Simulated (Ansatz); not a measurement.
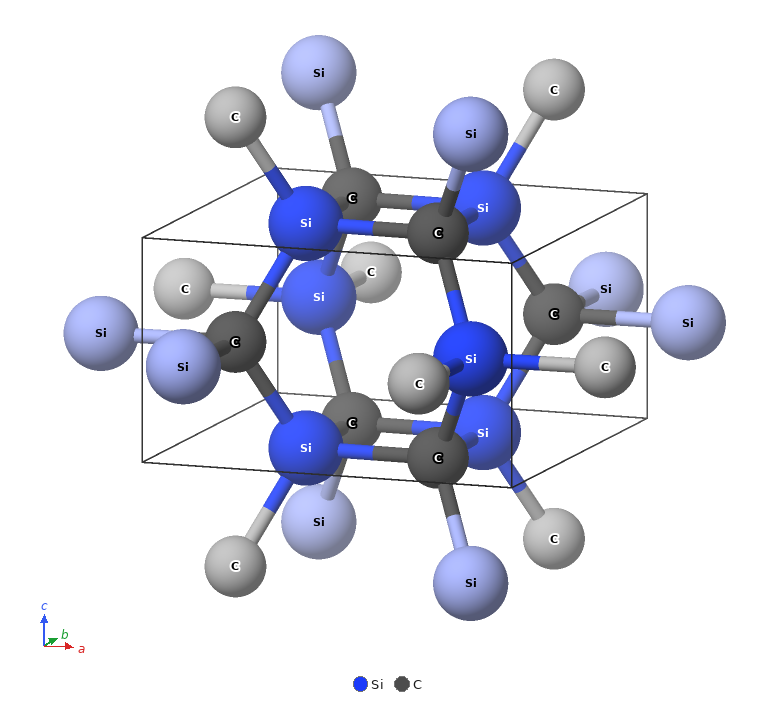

An orthographic ball-and-stick view of the structure, slightly off an axis. The box is the conventional unit cell; atoms on or close to its faces, edges and corners are drawn wherever they repeat. Atoms of adjacent cells appear where they bond to atoms in the box, in fainter colours.

SiC, space group P4_2/mnm (No. 136), a = 5.323 Å, b = 5.323 Å, c = 3.093 Å, α = 90.00°, β = 90.00°, γ = 90.00°. Starting structure: a structure type filled with these elements by a generator (whether the compound takes this form wasn't checked). Earlier steps of the study may have refined or changed the cell and positions. It was run through Ansatz as a DFT input.

This one geometry was computed with Ansatz (DFT, plane waves, PAW) at three levels of theory: PBE, LDA and r2SCAN.

Question: Which level gives the highest pressure at this volume, and what does that say about its equilibrium volume?

Answer: Highest: PBE (0.0 GPa), which points to the largest equilibrium volume. Lowest, with the smallest volume: LDA (-7.1 GPa). Levels within 0.5 GPa of each other can't be told apart.

Question: How does the band gap change with the level of theory?

Answer: LDA: a gap of 1.97 eV, indirect; PBE: a gap of 2.10 eV, indirect; r2SCAN: a gap of 2.46 eV, indirect.

Question: Collect the results in a table.

Answer:
| level | cutoff (eV) | k-mesh of the run's cell | gap (eV) | pressure (GPa) |
| --- | --- | --- | --- | --- |
| PBE | 420 | 6×6×10 | 2.10 | 0.0 |
| LDA | 420 | 6×6×10 | 1.97 | -7.1 |
| r2SCAN | 500 | 6×6×10 | 2.46 | -3.7 |

Gaps are taken on the k-mesh or band path of each run.
